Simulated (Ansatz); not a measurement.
```yaml
crystal:
  lattice:
    - [1.86523, -1.86523, 0.00000]
    - [1.86523, 1.86523, 0.00000]
    - [0.00000, 0.00000, 5.59568]
  atoms:
    - { symbol: Mg, position: [0.00000, 0.00000, 0.00000] }
    - { symbol: Mg, position: [0.50000, 0.50000, 0.50000] }
    - { symbol: O, position: [0.50000, 0.50000, 0.00000] }
    - { symbol: O, position: [0.00000, 0.00000, 0.50000] }
```

Space group I4/mmm; computed pressure about 35 GPa in this cell.

Computed with DFT PBEsol, scalar-relativistic, plane waves, PAW in Ansatz 0.2.0.

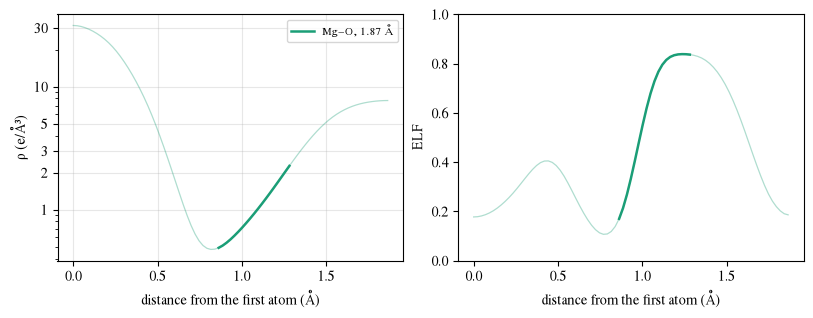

MgO. Valence electron density and ELF along straight lines between neighbouring atoms. Thin, pale parts lie inside the atomic spheres.

Core electrons are frozen (PAW), and the valence fields are smoothed inside the atomic spheres.

**What can be read from the curves?**

Mg–O (1.87 Å): ρ at the midpoint is about 0.57 e/Å³; the ELF peaks at about 0.85 in the valence shell of O, 0.6 Å from its nucleus, and is about 0.35 at the midpoint: an ionic contact with no shared pair.
